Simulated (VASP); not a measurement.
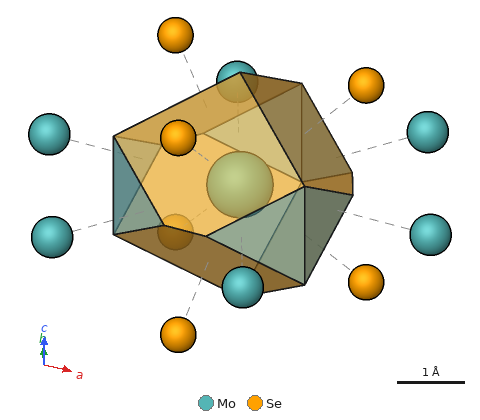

The polyhedron is the computed Voronoi (Dirichlet) cell of the central atom: each face lies in the plane that bisects the line to a neighbour. Central atom: Mo (2c) in MoSe2; faces take the colour of the neighbour behind them. Origin: the geometry relaxed with VASP, VASP Kohn-Sham DFT of a periodic cell, PBE with D4, VASP PAW PBE potentials, recommended.

MoSe2, space group P6_3/mmc (No. 194), a = 3.282 Å, b = 3.282 Å, c = 12.820 Å, α = 90.00°, β = 90.00°, γ = 120.00°

```
site  Wyckoff       x       y       z
  Mo       2c  0.6667  0.3333  0.7500
  Se       4f  0.6667  0.3333  0.3807
```

Which neighbours share a face with the central atom?

Answer. 6 Se (82 % of the solid angle) and 6 Mo (18 % of the solid angle).

How many faces does the cell have, and of which kinds?

Answer. 12 faces, index ⟨6,0,6,0⟩.

What is the volume of this Voronoi cell?

Answer. 15.7 Å³, against a mean of 19.9 Å³ per atom in this structure.
